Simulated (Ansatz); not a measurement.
Sn3Se4 (slab)

```
CELL_PARAMETERS angstrom
4.20411 0.00000 0.00000
0.00000 4.20411 0.00000
0.00000 0.00000 24.94551
ATOMIC_POSITIONS crystal
Sn 0.50000 0.50000 0.34074
Se 0.00000 0.00000 0.34074
Sn 0.00000 0.00000 0.44946
Se 0.50000 0.50000 0.44855
Sn 0.50000 0.50000 0.61717
Se 0.00000 0.00000 0.56579
Se 0.00000 0.00000 0.66407
```

The program warned that a starting moment wasn't kept; spin-polarised, but the moments vanished.

All numbers below come from DFT PBEsol, scalar-relativistic, plane waves, PAW (Ansatz).

Q: What can the converged valence pseudo-density and electron localisation function tell about the bonding?

A: Se–Se (2.45 Å): ρ at the midpoint is about 0.54 e/Å³; the ELF peaks at about 0.65 between the atoms.
Sn–Se (2.69 Å): the density is about 0.4 e/Å³ at the midpoint; the ELF is about 0.55 at the midpoint.
Sn–Se (2.90 Å): the density is about 0.25 e/Å³ at the midpoint; the ELF is about 0.35 at the midpoint.
Sn–Se (2.97 Å): ρ at the midpoint is about 0.24 e/Å³; the ELF is about 0.40 at the midpoint.

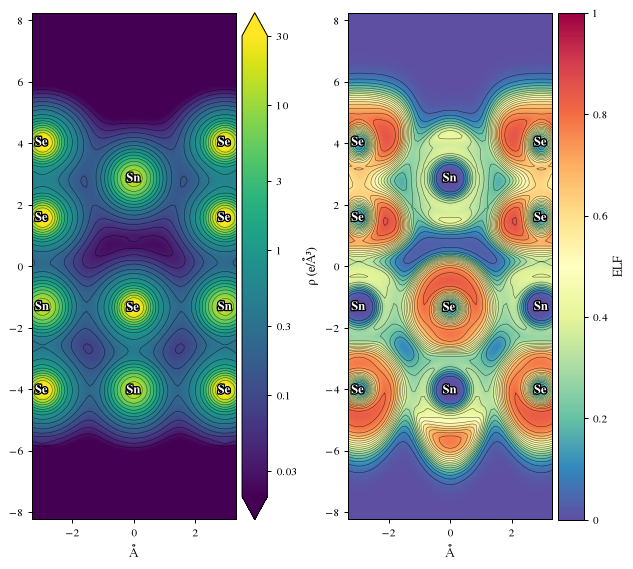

Computed valence pseudo-density and electron localisation function on the (110) plane of the calculation cell, a cut from vacuum to vacuum, in this order. 

In a PAW calculation such maps are meaningful between the atoms, not at the nuclei.
